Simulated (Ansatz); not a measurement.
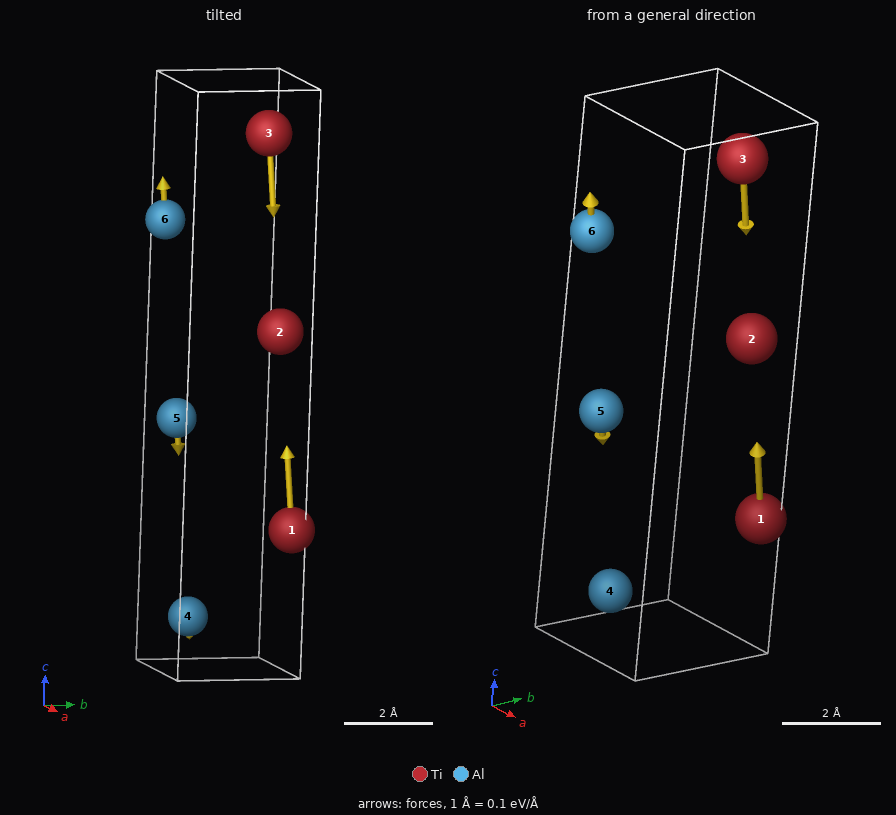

A spheres-only rendering, viewed slightly off an axis and from a general direction. The edges of the simulation cell are marked. The arrows are the computed forces on the atoms.

System: TiAl. Setup: DFT PBEsol, scalar-relativistic, plane waves, PAW (Ansatz 0.2.0); plane waves up to 420 eV, 24×24×5 k-mesh, Gaussian smearing of 0.15 eV, no spin polarisation.

### Is the structure at rest?

No. The atoms still feel forces of up to about 0.15 eV/Å, above a usual threshold of 0.01 to 0.03 eV/Å.

### On which atom is the force largest?

Ti1 and Ti3, about 0.15 eV/Å.

Provenance: a structure listed in the Materials Project. The cell was then strained or its atoms displaced on purpose. It was the input of a calculation with Ansatz.
